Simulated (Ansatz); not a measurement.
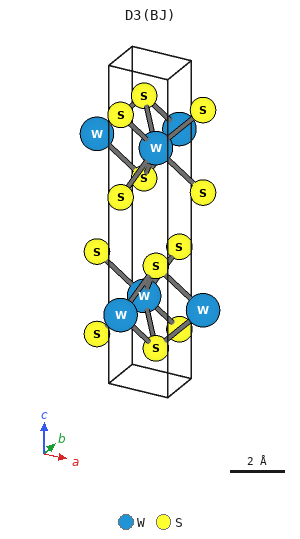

Crystalline WS$_{2}$ (set up in P6_3/mmc), relaxed (cell and atoms) with several dispersion corrections. The picture shows the result with D3(BJ). The picture is a ball-and-stick view of the cell of the calculation, seen slightly off an axis.

Computed with Ansatz 0.2.0: PBE, Ansatz PAW. Settings: plane-wave cutoff 420 eV; k-point mesh 10 × 10 × 3; occupations fermi-dirac; smearing width 0.05 eV; no spin polarisation; cell and atoms relaxed; force threshold 0.01 eV/Å.

```json
{"dispersion correction": "D3(BJ)", "volume (Å³/atom)": "17.434", "a (Å)": "3.154", "c (Å)": "12.143"}
{"dispersion correction": "none", "volume (Å³/atom)": "21.788", "a (Å)": "3.188", "c (Å)": "14.855"}
{"dispersion correction": "D3(BJ)-ATM", "volume (Å³/atom)": "?", "a (Å)": "?", "c (Å)": "?"}
{"dispersion correction": "D4", "volume (Å³/atom)": "17.533", "a (Å)": "3.156", "c (Å)": "12.198"}
```

### One row is withheld. What does the calculation give there?

With D3(BJ)-ATM the volume falls between D4 (17.533) and none (21.788). The calculation gives 17.639 Å³/atom (a = 3.159 Å, c = 12.249 Å). In order of volume: D3(BJ) < D4 < D3(BJ)-ATM < none; the spread is 25.0 %.

Each member starts from this one structure; whether another phase lies lower wasn't checked.

Limits of the set-up: layers or molecules are held without a dispersion correction, so their spacing is unreliable.
